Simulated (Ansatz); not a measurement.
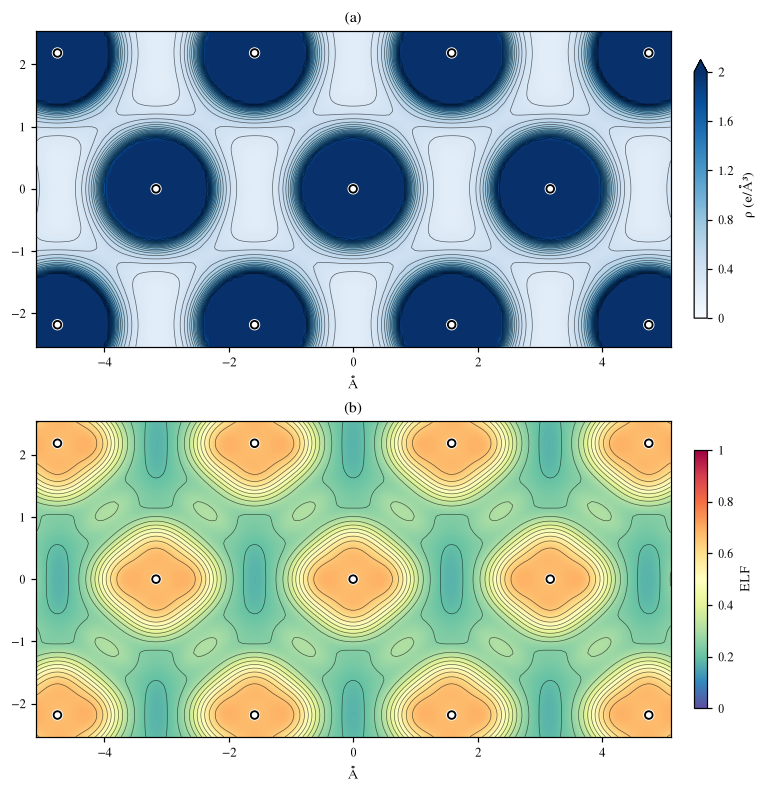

Pt. (a) valence pseudo-density; (b) ELF on the (001) plane of the conventional cell. Circles mark the nuclei in the plane (Pt).

Space group Fmmm; a structure from a database of computed crystals, not necessarily the ambient phase; changed on purpose from its base cell (strain -0.0500 x Voigt [0, 0, 0, 0, 0, 1], atoms carried along); computed pressure about −10 GPa in this cell.

Computed with DFT PBEsol, scalar-relativistic, plane waves, PAW in Ansatz 0.2.0.

```cif
data_structure
_symmetry_space_group_name_H-M 'P 1'
_symmetry_Int_Tables_number 1
_cell_length_a 3.1684
_cell_length_b 4.3688
_cell_length_c 4.5929
_cell_angle_alpha 90.000
_cell_angle_beta 90.000
_cell_angle_gamma 90.000
_cell_volume 63.58
loop_
_atom_site_label
_atom_site_type_symbol
_atom_site_fract_x
_atom_site_fract_y
_atom_site_fract_z
_atom_site_occupancy
Pt1 Pt 0.50000 0.50000 0.00000 1
Pt2 Pt 0.00000 0.50000 0.50000 1
Pt3 Pt 0.50000 0.00000 0.50000 1
Pt4 Pt 0.00000 0.00000 0.00000 1
```

What does the map show?

- The plane passes through Pt nuclei.
- Pt–Pt (2.70 Å): the density is about 0.42 e/Å³ at the midpoint; the ELF is about 0.30 at the midpoint: no shared electron pair shows on this line.
- Between the atoms the lowest density in this plane is 0.21 e/Å³.
- The features right at Pt lie inside the PAW spheres, where the map follows smoothed inner orbitals and isn't to be read closely.
